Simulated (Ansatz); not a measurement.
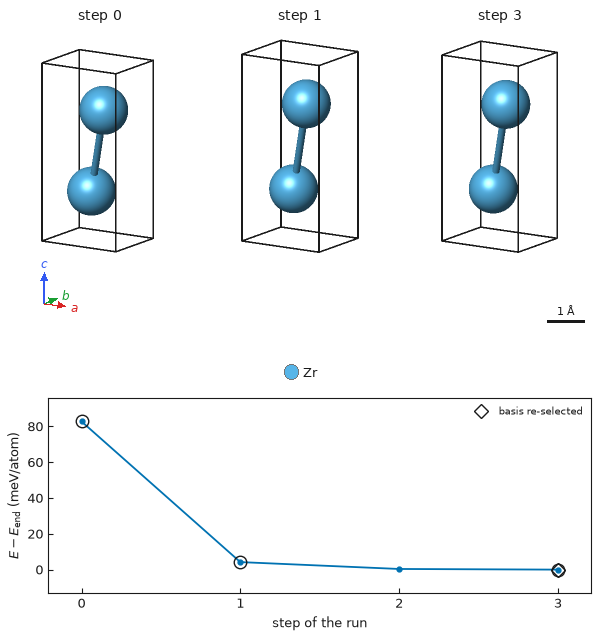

Frames of a relaxation of crystalline Zr (a generated structure, set up in P6_3/mmc) (coarse preliminary run), marked on the history of the run. A ball-and-stick model of the cell of the calculation, seen slightly off an axis.

Case: Ti → Zr on all its sites, cell and atoms relaxed.

Theory: DFT PBE, scalar-relativistic, plane waves, PAW (Ansatz).

Input file:
```yaml
crystal:
  lattice:
    - [3.1275633157, 0.0, 0.0]
    - [-1.5637816579, 2.7085492834, 0.0]
    - [0.0, 0.0, 4.9499268093]
  atoms:
    - { symbol: Zr, position: [0.3333333333, 0.6666666667, 0.25] }
    - { symbol: Zr, position: [0.6666666667, 0.3333333333, 0.75] }
basis:
  ecutwfc: 420
kpoints:
  mp_grid: { grid: [6, 6, 4] }
hamiltonian:
  xc: pbe
scf:
  occupations: { method: gaussian, width: 0.1 }
output:
  forces: true
  stress: true
  eigenvalues: true
relax:
  adjacent_minimum: "off"
  f_tol: 0.05
  max_steps: 60
  cell: { stress_tol: 0.5 }
```

Run as
```bash
ansatz run input.yaml --threads 1 --pin off --max-ram 2560MiB --backend cpu --events-out ev --progress --plain --runs-dir out
```

Question: Describe the path.

Answer: No atom moves by more than 0.005 Å relative to the cell. The volume changes by +11.6 %, with a = b 3.128 → 3.233 Å (+3.4 %), c 4.950 → 5.171 Å (+4.5 %). Some distances before and after: Zr1–Zr2 3.064 → 3.189 Å, Zr1–Zr1 3.128 → 3.233 Å. The space group stays P6_3/mmc (No. 194). The energy falls by 82.8 meV per atom in 2 accepted moves (3 points after the start). All forces vanish by symmetry, so only the cell relaxes. Pressure: 11.82 GPa at the start and −0.22 GPa at the end. At 1 point the geometry stayed and the basis and grid were re-selected for the new cell (energy shift of 0.4 meV per atom at most each time). From step 0 to 1: volume +13.9 %, energy −78.6 meV per atom. From step 1 to 3: volume −2.0 %, energy −4.2 meV per atom.

```csv
step,"E − E(0), meV/atom","pressure, GPa","volume, Å³/atom",note
0,0.00,11.82,20.966,
1,-78.57,-2.07,23.880,
2,-82.41,-0.23,23.398,
3,-82.77,-0.22,23.398,"same geometry, new basis"
```
